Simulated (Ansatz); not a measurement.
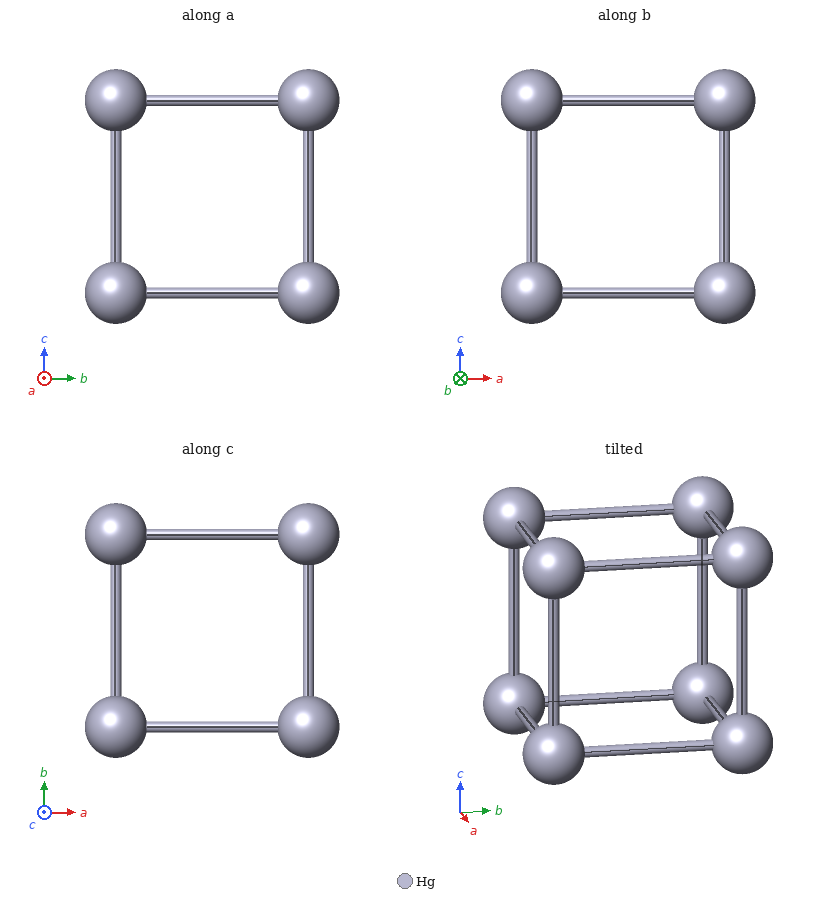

This ball-and-stick model is shown along the a axis, along the b axis, along the c axis and slightly off an axis. The conventional unit cell is outlined; an atom on or near a face, edge or corner is repeated at each equivalent position.

Lattice parameters: a = 2.965 Å, b = 2.965 Å, c = 2.965 Å, α = 90.00°, β = 90.00°, γ = 90.00°.

> Give the structure in the form of a table of Wyckoff sites.

Space group Pm-3m (No. 221).
```tsv
atom	site	x	y	z
Hg	1a	0.0000	0.0000	0.0000
```

The initial geometry was a structure type filled with this element by a generator (whether the element takes this form wasn't checked). Earlier steps of the study may have refined or changed the cell and positions. It was run through Ansatz as a DFT input.
